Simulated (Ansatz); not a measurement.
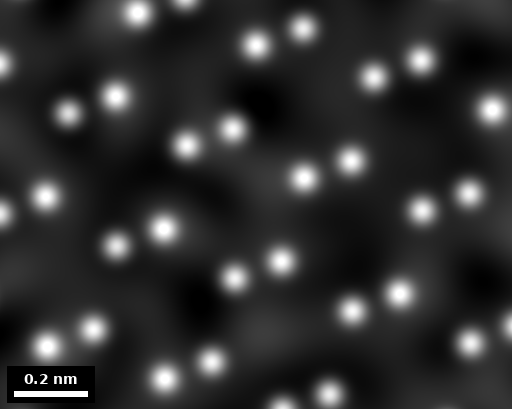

Dark-field STEM-like image of Rh (Fd-3m, No. 227). Simulated incoherent Z contrast: every atom adds Z^1.7 spread by a probe of 0.62 Å full width; channelling and multiple scattering are left out. The probe carries 25 % of its weight in a tail 2.5 times as wide. The speckle of an amorphous layer was added. Structure used: the end point of a relaxation with DFT r2SCAN, scalar-relativistic, plane waves, PAW (Ansatz 0.2.0); the starting structure was generated, so it need not be a known form of this composition.

```yaml
crystal:
  lattice:
    - [5.45970, 0.00000, 0.00000]
    - [0.00000, 5.45970, 0.00000]
    - [0.00000, 0.00000, 5.45970]
  atoms:
    - { symbol: Rh, position: [0.00000, 0.00000, 0.50000] }
    - { symbol: Rh, position: [0.25000, 0.75000, 0.25000] }
    - { symbol: Rh, position: [0.00000, 0.50000, 0.00000] }
    - { symbol: Rh, position: [0.25000, 0.25000, 0.75000] }
    - { symbol: Rh, position: [0.50000, 0.00000, 0.00000] }
    - { symbol: Rh, position: [0.75000, 0.75000, 0.75000] }
    - { symbol: Rh, position: [0.50000, 0.50000, 0.50000] }
    - { symbol: Rh, position: [0.75000, 0.25000, 0.25000] }
```

> Which beam direction gives this image, [211], [221], [111] or [110]? (Directions equivalent by symmetry count as one.)

[110]. The projected cells are 1.93 × 3.15 Å, 90° for [211]; 0.64 × 1.93 Å, 90° for [221]; 2.23 × 2.23 Å, 120° for [111]; 3.34 × 3.34 Å, 109° for [110], and the image repeats as the [110] one does.
